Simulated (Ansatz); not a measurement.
Run report: SiO₂, single-point calculation (part 2 of 2)

The same run, continued: SiO₂ (slab, 21 atoms in the cell); DFT r2SCAN, scalar-relativistic, plane waves, PAW, no spin polarisation (Ansatz 0.2.0); cutoff 500 eV, 6×5×1 k-mesh, Gaussian smearing of 0.05 eV. The structure derives from an entry of the Crystallography Open Database. It belongs to a series of runs on one base structure; here: (1 0 0) slab cut from the bulk.

Geometry of the input (Å; fractional positions):
```
4.9207  0.0000  0.0000
0.0000  5.4147  0.0000
0.0000  0.0000  24.7505
O  0.8412  0.8822  0.3030
Si 0.0311  0.6667  0.3278
O  0.8412  0.4511  0.3526
O  0.2214  0.7845  0.3742
O  0.4374  0.2155  0.3990
Si 0.7344  0.3333  0.4085
Si 0.2344  0.0000  0.4193
O  0.9374  0.1178  0.4289
O  0.7214  0.5489  0.4537
O  0.3412  0.8822  0.4752
Si 0.5311  0.6667  0.5000
O  0.3412  0.4511  0.5248
O  0.7214  0.7845  0.5463
O  0.9374  0.2155  0.5711
Si 0.2344  0.3333  0.5807
Si 0.7344  0.0000  0.5915
O  0.4374  0.1178  0.6010
O  0.2214  0.5489  0.6258
O  0.8412  0.8822  0.6474
Si 0.0311  0.6667  0.6722
O  0.8412  0.4511  0.6970
```

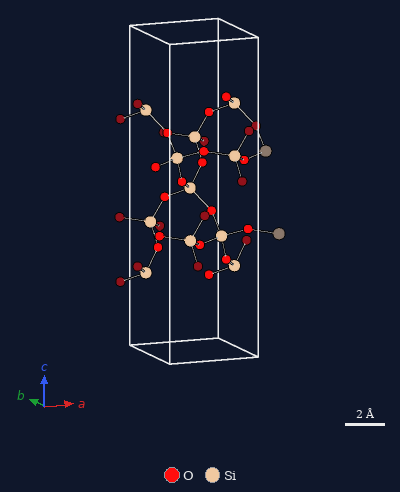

*The structure (ball-and-stick view of the cell of the calculation, with the vacuum cut short, seen slightly off an axis; neighbours outside the cell are drawn fainter). An atom can appear more than once, as a periodic image.*

### Output, continued
```
--- Per-component energies (eV) ---
  E_band       = -1271.306414
  E_kinetic    = 2812.733445
  E_local      = -69862.380576  (includes V_loc(G=0)·N_el)
  E_nonlocal   = 826.277752
  E_hartree    = 33615.233763
  E_xc         = -1393.055314
  E_vxc        = -1845.309591  (∫ρ·V_xc dr)
  E_paw        = -5888.635145  (= ΣΔE_a)
  E_vpaw       = -550.988184  (= ΣTr[D̂ρ^β])
  E_aug_tail   = 0.014799  (compensation charges beyond the density's cutoff)
  E_vtau       = 117.877930  (kinetic-family band-sum trace: ∫τ·v_τ [+ j·A + Jᵃ·Aᵃ] dr)
  E_efield     = 0.000000  (sawtooth field / dipole correction)
  E_vefield    = 0.000000  (∫n·V_field dr)
  E_ewald      = 27440.042311
  E_core_change = -0.982204  (= ΣΔE_core)
  E_smearing   = -0.000000  (= −TS)
  E_closure    = -0.000000  (closes the sum)
  Σ components = -12450.751170   (vs F -12450.751170, Δ=0.00e0)
--- Forces (eV/Å), atoms counted from 1 ---
  atom   1  O      2.26928194    -2.39792576    -0.30510595
  atom   2  Si    -4.38577706     4.22737775     0.93989788
  atom   3  O      0.96713266    -0.53432613    -0.44844316
  atom   4  O      0.93607388    -1.08240734    -0.08852394
  atom   5  O     -0.01276224     0.12334186    -0.00963174
  atom   6  Si     0.14922659    -0.40380429     0.03777621
  atom   7  Si    -0.00631710     0.13987570    -0.11957162
  atom   8  O      0.09407169    -0.05622501     0.07734324
  atom   9  O      0.00817887    -0.01723532    -0.05919704
  atom  10  O     -0.01312944    -0.00707869    -0.00569764
  atom  11  Si    -0.01206982    -0.00000061     0.00000141
  atom  12  O     -0.01313303     0.00707006     0.00569788
  atom  13  O      0.00817855     0.01725650     0.05919450
  atom  14  O      0.09406934     0.05621750    -0.07734465
  atom  15  Si    -0.00632105    -0.13985896     0.11959070
  atom  16  Si     0.14923191     0.40380142    -0.03775129
  atom  17  O     -0.01276219    -0.12335104     0.00963084
  atom  18  O      0.93607969     1.08241715     0.08847177
  atom  19  O      0.96713016     0.53434717     0.44838274
  atom  20  Si    -4.38558662    -4.22718780    -0.93986354
  atom  21  O      2.26916301     2.39776486     0.30522256
  max |Σ_I F_I| component: 7.92e-5 eV/Å
--- Stress (GPa, compression-positive) ---
       -1.414890       0.000042      -0.000021
        0.000042      -1.319052      -0.269716
       -0.000022      -0.269719      -0.239777
  P = ⅓ Tr σ = -0.9912 GPa (-9.912 kbar)
--- Band table (eV; the first three rows and the last of 16) ---
  k-point 0: bands = ["-25.0444", "-24.7865", "-23.9892", "-23.6686", "-23.6435", "-23.5681", "-23.5004", "-23.0899", "-23.0523", "-23.0465", "-22.9896", "-22.9781", "-19.8880", "-19.8874", "-13.1754", "-13.0994", "-12.8357", "-11.9995", "-11.7400", "-10.3280", "-10.2528", "-10.2183", "-10.2023", "-10.1675", "-9.8826", "-9.5882", "-7.8773", "-7.7614", "-7.6938", "-7.5881", "-7.5422", "-7.4008", "-7.3106", "-7.2371", "-6.9912", "-6.7800", "-6.6982", "-6.6618", "-6.3570", "-6.3285", "-5.9276", "-5.8883", "-5.8851", "-5.8465", "-5.7166", "-5.6213", "-5.4886", "-5.2862", "-5.1734", "-5.0260", "-4.9891", "-4.8971", "-3.4667", "-3.4630", "-2.9425", "-2.9420", "-1.1995", "-1.1510", "2.5947", "3.8149", "4.3518", "4.4364", "4.9176", "5.2234", "5.2492", "5.4753", "5.4811", "5.6319", "5.7206", "5.8742", "5.9992", "6.2181", "6.2416", "6.5219", "6.7029", "7.1209", "7.2638"]
  k-point 1: bands = ["-24.9717", "-24.7380", "-24.1057", "-23.8769", "-23.8412", "-23.3903", "-23.2619", "-23.0955", "-23.0661", "-23.0394", "-22.9866", "-22.9754", "-19.8926", "-19.8918", "-13.5649", "-13.2605", "-12.2502", "-11.7927", "-11.6763", "-10.6175", "-10.3519", "-10.2289", "-10.2174", "-10.0428", "-9.8248", "-9.6822", "-7.9192", "-7.8189", "-7.6219", "-7.5306", "-7.4789", "-7.4098", "-7.3314", "-7.1859", "-6.8637", "-6.8015", "-6.6864", "-6.5484", "-6.4543", "-6.3351", "-6.1557", "-6.0387", "-5.9135", "-5.8368", "-5.7261", "-5.5767", "-5.4632", "-5.2362", "-5.1446", "-5.0517", "-4.9588", "-4.8849", "-3.4487", "-3.4451", "-2.9631", "-2.9604", "-1.1359", "-1.1064", "2.8824", "3.9642", "4.4732", "4.4947", "4.9576", "5.0793", "5.2459", "5.4732", "5.5525", "5.6185", "5.7604", "5.9445", "6.0054", "6.2092", "6.3981", "6.5853", "6.6884", "6.8699", "7.0412"]
  k-point 2: bands = ["-24.7652", "-24.6311", "-24.4421", "-24.0982", "-23.8705", "-23.2718", "-23.1105", "-23.0813", "-23.0781", "-23.0317", "-22.9834", "-22.9711", "-19.9001", "-19.8991", "-13.8840", "-13.3670", "-11.8270", "-11.3744", "-11.3207", "-10.9583", "-10.6994", "-10.2736", "-10.1741", "-10.1329", "-9.9193", "-9.6012", "-7.8965", "-7.8570", "-7.6315", "-7.5224", "-7.4701", "-7.3562", "-7.1870", "-7.0691", "-6.8529", "-6.7967", "-6.6622", "-6.5831", "-6.4045", "-6.3771", "-6.2964", "-6.1718", "-6.1324", "-5.9286", "-5.6297", "-5.5112", "-5.3990", "-5.2109", "-5.0889", "-5.0485", "-4.9701", "-4.9200", "-3.4179", "-3.4148", "-2.9966", "-2.9928", "-1.0491", "-1.0375", "3.6172", "4.1643", "4.4281", "4.8684", "4.9200", "5.1442", "5.2403", "5.4218", "5.5564", "5.6598", "5.7645", "6.0317", "6.1025", "6.1547", "6.4082", "6.4306", "6.5456", "6.7349", "6.8254"]
  k-point 15: bands = ["-24.6106", "-24.3677", "-24.3502", "-24.1689", "-23.6791", "-23.5341", "-23.5067", "-23.0922", "-23.0703", "-23.0579", "-23.0553", "-23.0461", "-19.8998", "-19.8996", "-13.0893", "-12.5864", "-12.5760", "-12.0759", "-11.2367", "-11.0731", "-10.9670", "-10.1047", "-9.8406", "-9.8046", "-9.7694", "-9.7432", "-8.1825", "-8.0868", "-7.9997", "-7.8973", "-7.4093", "-7.3028", "-7.2122", "-6.9889", "-6.8715", "-6.7086", "-6.6544", "-6.5768", "-6.1767", "-6.0703", "-6.0258", "-5.8903", "-5.8392", "-5.7995", "-5.7397", "-5.6176", "-5.5821", "-5.4323", "-5.3883", "-5.1756", "-5.1293", "-5.0667", "-3.3625", "-3.3620", "-3.0290", "-3.0280", "-0.9430", "-0.9393", "4.6070", "4.9392", "5.0831", "5.2132", "5.2887", "5.3626", "5.6099", "5.7912", "5.8615", "5.9900", "6.0790", "6.2789", "6.4383", "6.4597", "6.6450", "6.9178", "6.9393", "7.0031", "7.1311"]
```

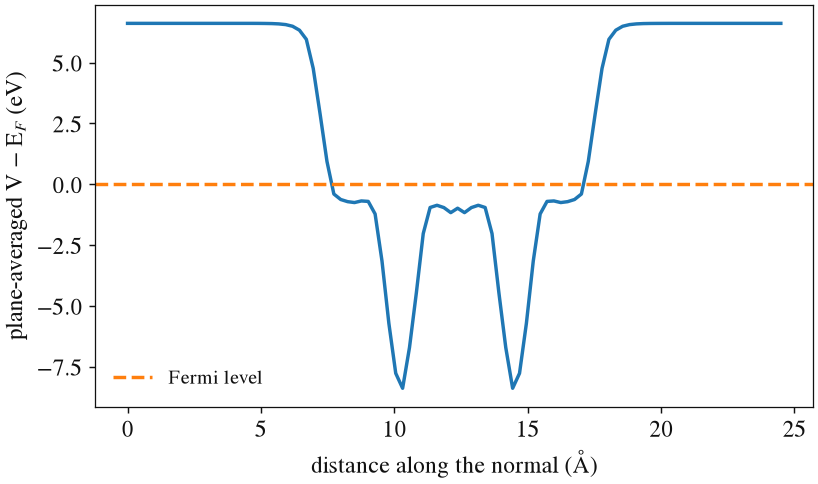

*Plane average of the electrostatic potential energy of an electron across the cell, from the Fermi level.*

The vacuum level lies 6.62 eV above the Fermi level.

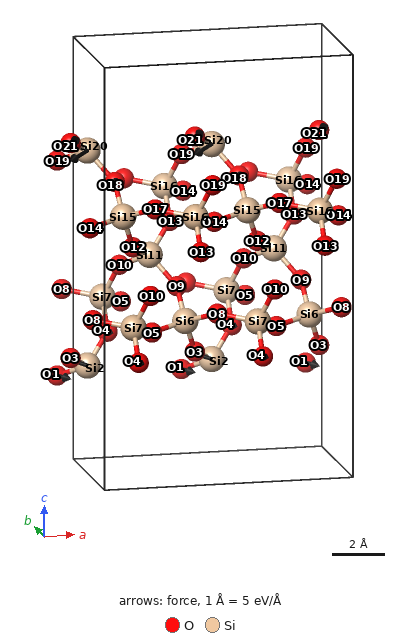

*Forces on the atoms as black arrows (ball-and-stick view of the 2 × 1 repeat of the cell, with the vacuum cut short, seen slightly off an axis; bonded neighbours outside the cell are drawn too; atoms are numbered from 1 in the order of the input); the smallest are left out.*

The largest act on Si2, Si20 (6.16 eV/Å); O1, O21 (3.32 eV/Å). The geometry is not a stationary point of this energy.

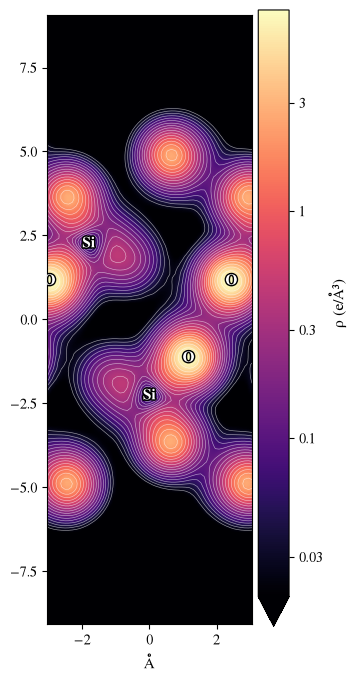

*Valence charge density (pseudo) on the (100) plane of the calculation cell, a cut from vacuum to vacuum.*

Atoms in the plane: Si and O. Si–O (1.62 Å): ρ is about 1.3 e/Å³ halfway. The density dies away to nearly zero in the vacuum. The fields are those of the smooth PAW valence density.

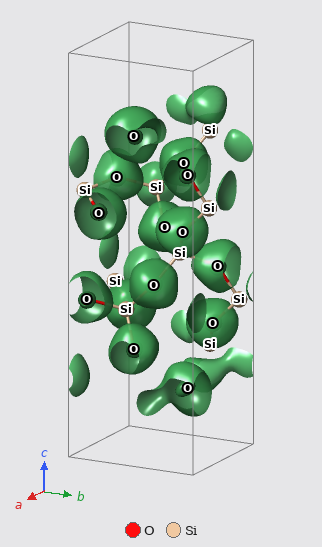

*Isosurface of the ELF at 0.65 (green), seen at an oblique angle. Core shells and regions of very low density are left out. Sticks mark near contacts.*

Values along the shortest contacts: Si–O (1.61 Å): the ELF peaks at about 0.85 between the atoms, which marks a polar covalent bond.
